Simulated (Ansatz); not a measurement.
# Ta: 6 runs along one coordinate

System: Ta (Immm, 1 atom in the cell).
Method: DFT LDA, scalar-relativistic, plane waves, PAW, no spin polarisation (Ansatz 0.2.0).

The 6 runs differ only in the geometry, by a strain of the cell at fixed fractional positions. Against run 3, the strain is εxx = −0.95 η and εyy = η. The structure derives from an entry of the Crystallography Open Database.

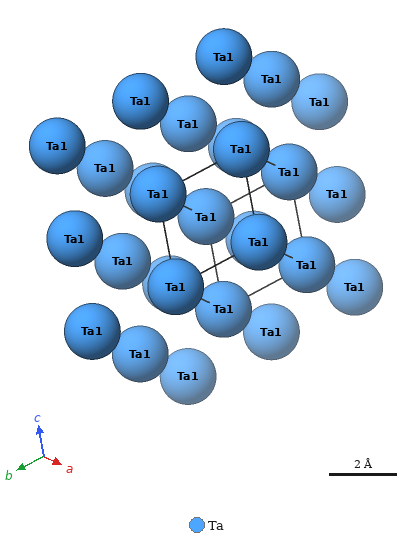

Figure 1. The structure of run 3 (spheres-only view of the cell of the calculation, repeated 2 × 2 × 2, seen at an oblique angle; atoms are numbered from 1 in the order of the input).

**Input of run 3**
```yaml
crystal:
  lattice:
    - [-1.692562, 1.609998, 1.65128]
    - [1.692562, -1.609998, 1.65128]
    - [1.692562, 1.609998, -1.65128]
  atoms:
    - { symbol: Ta, position: [0.0, 0.0, 0.0] }
basis:
  ecutwfc: 420
kpoints:
  mp_grid: { grid: [20, 20, 20] }
hamiltonian:
  xc: lda
scf:
  occupations: { method: gaussian, width: 0.2 }
output:
  forces: true
  stress: true
  eigenvalues: true
```

Command:
```bash
ansatz run input.yaml --threads 1 --pin off --max-ram 1536MiB --backend cpu --events-out ev --progress --plain --runs-dir out
```

Lattice vectors (Å) and fractional positions of run 3:
```
  -1.692562    1.609998    1.651280
   1.692562   -1.609998    1.651280
   1.692562    1.609998   -1.651280
Ta  0.000000  0.000000  0.000000
```

Run 5 differs from it as follows:
```diff
-    - [-1.692562, 1.609998, 1.65128]
-    - [1.692562, -1.609998, 1.65128]
-    - [1.692562, 1.609998, -1.65128]
+    - [-1.6182544, 1.6843056, 1.65128]
+    - [1.6182544, -1.6843056, 1.65128]
+    - [1.6182544, 1.6843056, -1.65128]
```

**Results, with one run withheld**

| run | strain parameter η (%) | free energy per atom, from the lowest run given (meV) | pressure (GPa) |
| --- | --- | --- | --- |
| 1 | −1.0256 | 12.63 | −8.36 |
| 2 | −0.5128 | 9.13 | −8.50 |
| 3 | 0.0000 | 6.09 | −8.61 |
| 4 | 1.5385 | 0.00 | −8.83 |
| 5 | 4.6154 | ? | ? |
| 6 | 6.6667 | 16.53 | −8.21 |

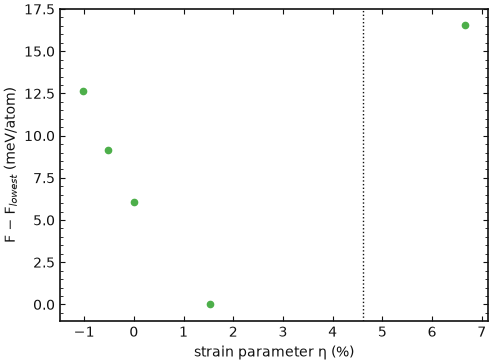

Figure 2. Free energy per atom of the runs given; the dotted line marks run 5.

What should run 5 give?

A cubic polynomial in the coordinate, fitted to the 5 runs given, misses them by at most 0.01 meV per atom. With x = η − 1.3334, it reads F = 0.54306 − 2.8566 x + 1.0032 x² + 0.017715 x³ (meV per atom). At run 5 it gives 2.60 meV per atom, and the run itself gives 3.52. The fit has its minimum at η = 2.7072 %. So low a polynomial doesn't follow these energies more closely.

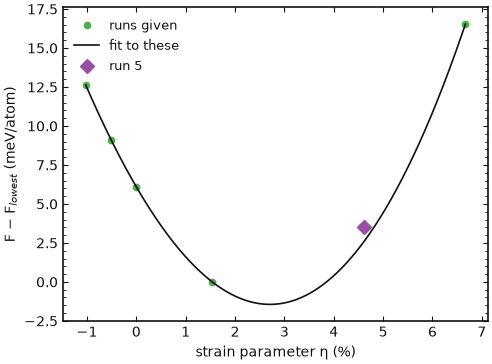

Figure 3. The fit and the withheld run.

**Output, shortened to warnings, some set-up lines, iterations and results (run 5)**
```
Basis set: ecut = 420 eV, 353 PW (Γ)
Symmetry: 8 space group operations
k-points: 1166 of 8000
Initial density: superposition of atomic densities (neutral atoms: chi_scale 0, normalization atom), corrected by the library's trained network
[...]
SCF iter   1: F=—  HF=-9682.596765 eV  |F-HF|=—  |Δ(HF+E_count)|=         —  Δρ=4.78e-3  dr2=3.00e-3  ethr=1.77e-3  ⟨swp⟩=5.1  Hψ=67706  notcnv=0
SCF iter   2: F=—  HF=-9682.595898 eV  |F-HF|=—  |Δ(HF+E_count)|=   8.67e-4  Δρ=1.97e-3  dr2=2.94e-4  ethr=2.31e-5  ⟨swp⟩=1.7  Hψ=23758  notcnv=0
SCF iter   3: F=—  HF=-9682.595899 eV  |F-HF|=—  |Δ(HF+E_count)|=   1.59e-6  Δρ=4.76e-4  dr2=1.30e-5  ethr=2.26e-6  ⟨swp⟩=1.1  Hψ=12795  notcnv=0
SCF iter   4: F=—  HF=-9682.595901 eV  |F-HF|=—  |Δ(HF+E_count)|=   1.38e-6  Δρ=2.05e-5  dr2=3.28e-8  ethr=1.00e-7  ⟨swp⟩=1.0  Hψ=12738  notcnv=0
SCF iter   5: F=-9682.595901 eV  HF=-9682.595901 eV  |F-HF|=5.06e-9  |Δ(HF+E_count)|=   1.56e-8  Δρ=5.16e-6  dr2=5.75e-9  ethr=2.52e-10  ⟨swp⟩=2.3  Hψ=20857  notcnv=0
SCF iter   6: F=-9682.595901 eV  HF=-9682.595901 eV  |F-HF|=1.91e-10  |Δ(HF+E_count)|=   2.80e-9  Δρ=1.13e-6  dr2=2.35e-10  ethr=4.42e-11  ⟨swp⟩=2.4  Hψ=43878  notcnv=0
SCF 1 converged in 6 iterations: F = -9682.595901 eV  dr2 = 2.35e-10
SCF converged after 6 iterations
Free energy (F): -9682.595901 eV
Harris-Foulkes:  -9682.595901 eV  (|F-HF|=1.91e-10)
Internal energy: -9682.568948 eV  (E = F + TS)
E sigma→0 (E₀):  -9682.582425 eV
Entropy (-TS):   -0.026953 eV (-26.953 meV/atom)
Fermi energy:    18.307830 eV
--- Per-component energies (eV) ---
  E_band       = -107.540437
  E_kinetic    = 366.268551
  E_local      = -553.791162  (includes V_loc(G=0)·N_el)
  E_nonlocal   = 20.627237
  E_hartree    = 190.696630
  E_xc         = -216.768112
  E_vxc        = -203.989219  (∫ρ·V_xc dr)
  E_paw        = -8148.900514  (= ΣΔE_a)
  E_vpaw       = -118.049616  (= ΣTr[D̂ρ^β])
  E_aug_tail   = 0.000136  (compensation charges beyond the density's cutoff)
  E_ewald      = -1340.960617
  E_core_change = 0.258903  (= ΣΔE_core)
  E_smearing   = -0.026953  (= −TS)
  E_closure    = 0.000000  (closes the sum)
  Σ components = -9682.595901   (vs F -9682.595901, Δ=0.00e0)
--- Forces (eV/Å), atoms counted from 1 ---
  atom   1  Ta    -0.00000000     0.00000000     0.00000000
  max |Σ_I F_I| component: 3.20e-31 eV/Å
--- Stress (GPa, compression-positive) ---
       -6.484734       0.000000       0.000000
        0.000000     -10.936107      -0.000000
        0.000000      -0.000000      -8.703996
  P = ⅓ Tr σ = -8.7083 GPa (-87.083 kbar)
```

Notes: Spin–orbit coupling is left out, which matters for Ta.
